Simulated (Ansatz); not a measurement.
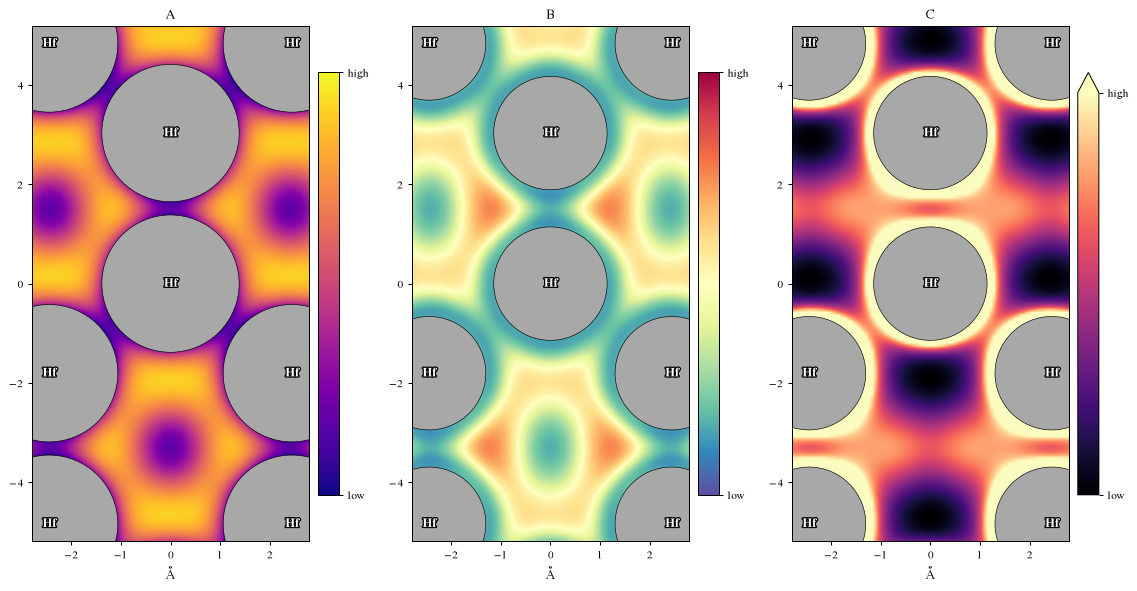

Hf2Si: 3 fields on the (11̄0) plane of the conventional cell, with unlabelled colour scales. Grey discs cover the atomic cores.

Space group I4/mcm; a structure from a database of computed crystals, not necessarily the ambient phase; changed on purpose from its base cell (strain +0.050 along x and y, -0.050 along z, atoms carried along); computed pressure about −5 GPa in this cell.

Level of theory: DFT PBEsol, scalar-relativistic, plane waves, PAW in Ansatz 0.2.0.

Q: Which field does each panel show? The fields are: electron localisation function, electrostatic potential energy of an electron and valence pseudo-density.

A: Panel A: electrostatic potential energy of an electron (low next to the atoms, rising into the space between them). Panel B: electron localisation function. Panel C: valence pseudo-density. From the grid: Hf–Hf (3.03 Å): the density is about 0.2 e/Å³ at the midpoint; the ELF is about 0.15 at the midpoint; no shared electron pair shows on this line.
